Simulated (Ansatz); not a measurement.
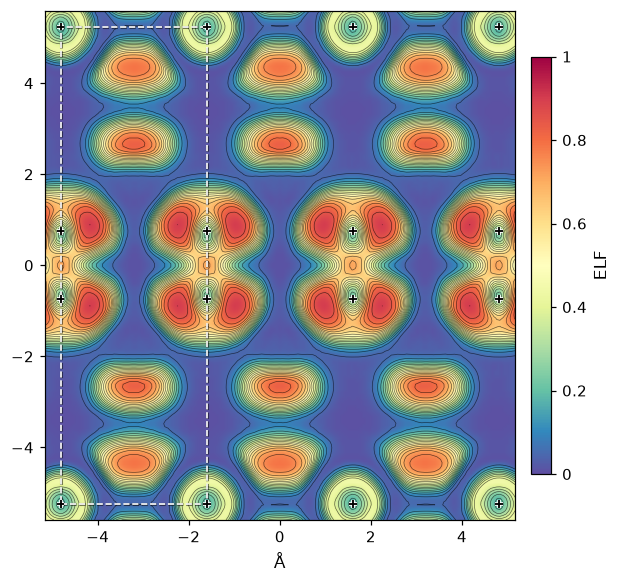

The ELF on a plane through atoms (crosses mark nuclei in the plane).

Method: DFT r2SCAN, scalar-relativistic, plane waves, PAW (Ansatz).

Candidates:
A. Al2Cu, a = 5.73 Å, b = 5.73 Å, c = 5.73 Å, α = 90.00°, β = 90.00°, γ = 90.00°. Space group Fm-3m; a structure from a database of computed crystals, not necessarily the ambient phase; computed without spin polarisation.
B. MgO2, a = 3.21 Å, b = 3.21 Å, c = 10.48 Å, α = 90.00°, β = 90.00°, γ = 120.00°. Space group R-3m; a structure from a database of computed crystals, not necessarily the ambient phase; computed pressure about −5 GPa in this cell.
C. CaF2, a = 5.44 Å, b = 5.44 Å, c = 5.44 Å, α = 90.00°, β = 90.00°, γ = 90.00°. Space group Fm-3m.

Question: Which candidate gave the map?

Answer: Candidate B: MgO2 on the (010) plane of the conventional cell, which holds Mg and O. O–O (1.49 Å): the ELF peaks at about 0.70 between the atoms.
